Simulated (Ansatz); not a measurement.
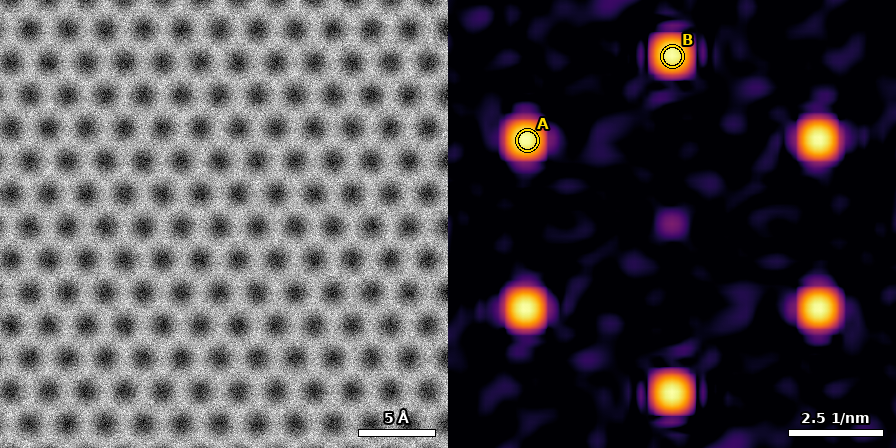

Phase-contrast TEM-like image of Ir (Im-3m, No. 229) along [111]. Simulated in the weak-phase-object approximation with neutral-atom potentials: 300 kV, Cs = 0.50 mm, defocus −376 Å (negative is underfocus), defocus spread 20 Å, aperture 0.61 1/Å. Shot noise was added. Structure used: the end point of a relaxation with DFT, PBE, plane waves (420 eV) with PAW, scalar-relativistic in Ansatz 0.2.0; the starting structure was generated, so it need not be a known form of this composition.

The right panel is the modulus of the image's Fourier transform on a logarithmic scale.

a = 3.112 Å, b = 3.112 Å, c = 3.112 Å, α = 90.00°, β = 90.00°, γ = 90.00°

**Index the marked spots and give their plane spacings (the zone axis points at the viewer; indices equivalent by symmetry, or all signs reversed, are as good).**

A: (0 1 -1), d = 2.20 Å; B: (1 0 -1), d = 2.20 Å. A and B enclose 60°, and every spot obeys the zone law hu + kv + lw = 0 for [111].
